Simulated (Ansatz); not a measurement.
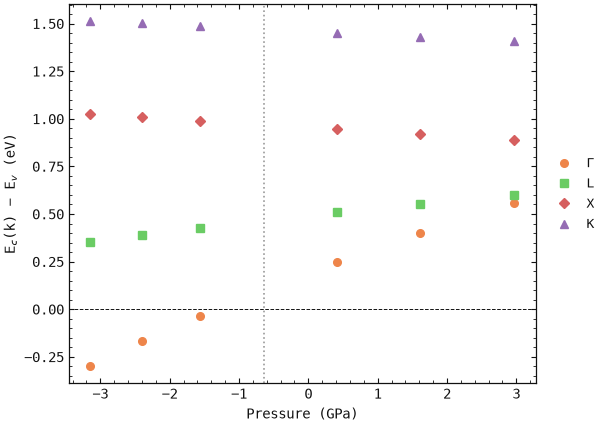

Lowest conduction level at each named k point, counted from the valence-band top at Γ. A negative value at Γ means that the s-like level, then filled, lies under the p-like triplet: the bands are inverted and there is no gap. One run is left out (dotted line).

System: zincblende GaSb, space group F-43m (No. 216), 2 atoms in the primitive cell. The cell is scaled uniformly. Level of theory: revPBE with D4 dispersion, Ansatz PAW, no spin polarisation, no spin-orbit coupling, 8×8×8 k mesh, 420 eV cutoff, Fermi-Dirac smearing of 0.05 eV; code Ansatz 0.2.0.

| pressure | Γ (eV) | L (eV) | X (eV) | K (eV) | volume (Å³/atom) |
| --- | --- | --- | --- | --- | --- |
| −3.1 GPa | −0.30 | 0.35 | 1.03 | 1.51 | 30.34 |
| −2.4 GPa | −0.17 | 0.39 | 1.01 | 1.50 | 29.77 |
| −1.6 GPa | −0.03 | 0.43 | 0.99 | 1.49 | 29.20 |
| 0.4 GPa | 0.25 | 0.51 | 0.95 | 1.45 | 28.05 |
| 1.6 GPa | 0.40 | 0.55 | 0.92 | 1.43 | 27.48 |
| 3.0 GPa | 0.56 | 0.60 | 0.89 | 1.41 | 26.91 |

Fill in the row for −0.6 GPa.

Fits through the other points give 0.10 eV at Γ (a parabola), 0.46 eV at L (a straight line), 0.97 eV at X (a straight line) and 1.47 eV at K (a straight line). The run itself gives 0.11, 0.47, 0.97 and 1.47 eV, within 0.01 eV of the estimates.

The PAW data sets were made with another functional. Spin-orbit coupling is left out, which matters for Sb. LDA, GGA and most meta-GGA functionals understate gaps. Measured GaSb has a positive gap at its own volume; this functional understates it.
